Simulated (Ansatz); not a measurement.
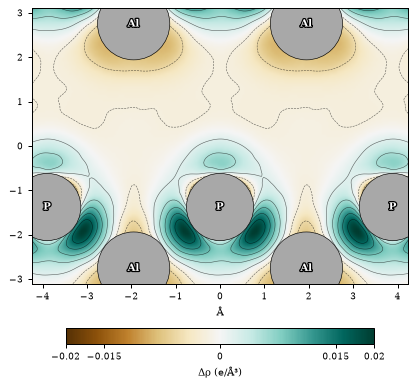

AlP. Difference of the valence pseudo-densities of two functionals at the same geometry, on the (11̄0) plane of the calculation cell: one of PBEsol and r2SCAN less the other.

Both computed with Ansatz (plane waves, PAW), on the same k-point mesh. Grey discs cover the atomic cores.

```
Al P
1.0
     0.00000    2.75340    2.75340
     2.75340    0.00000    2.75340
     2.75340    2.75340    0.00000
Al P
1 1
Cartesian
  0.0000 0.0000 0.0000
  1.3767 1.3767 1.3767
```

> Which was subtracted from which, and what does the map show?

It is r2SCAN less PBEsol. Against PBEsol, r2SCAN gives more density around P (+0.008 e/Å³ on average at 0.9 Å from the nucleus) and a change of +0.015 e/Å³ at the midpoint of Al–P.
